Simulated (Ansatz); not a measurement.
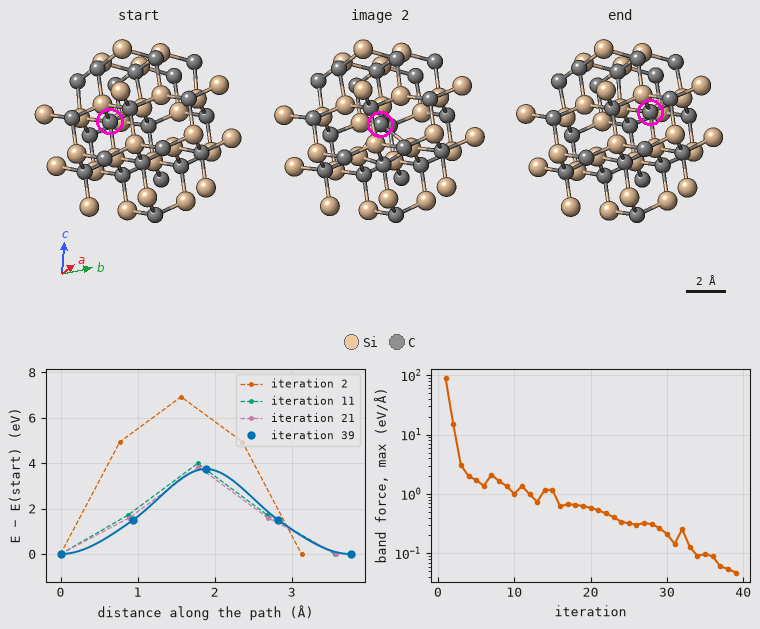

A search for the minimum-energy path of SiC with a C vacancy (39 atoms in the cell, charge -2) by the nudged elastic band. Images are numbered from 0 (start) to 4 (end). The plot follows the band through its iterations. A ball-and-stick model of the atoms within 5.1 Å of the middle of the path, seen from a free direction. The moving atom is ringed, with any periodic copies. Bonds to atoms that aren't drawn are left out.

These are results of Ansatz 0.2.0, DFT LDA, scalar-relativistic, plane waves, PAW, not measurements. Set-up: plane-wave cutoff 420 eV; k-point mesh 2 × 2 × 2; Gaussian smearing 0.05 eV; 3 movable images; climbing image; force threshold 0.05 eV/Å; iteration limit 44; spring constant 50.0 eV/Å²; optimiser FIRE.

Judge this run.

Answer. The run is converged, with reservations. The band converged in 39 iterations. The largest component of the band force went from 89 to 0.047 eV/Å. The climbing image converged on the top of the path. Its curvatures weren't checked. The spring constant is far from the usual few eV/Å², which spoils the spacing or the steps. The first iteration put the highest image at 28.07 eV. The barrier is about 3.75 eV in both directions, with image 2 at the top; the ends have the same energy.

Limits of the set-up: the periodic images lie only 6.2 Å apart, so the values are limited by the cell's size; the cell is charged, on a uniform background, and energies carry no finite-size correction.

PAW datasets: the set soft_1.
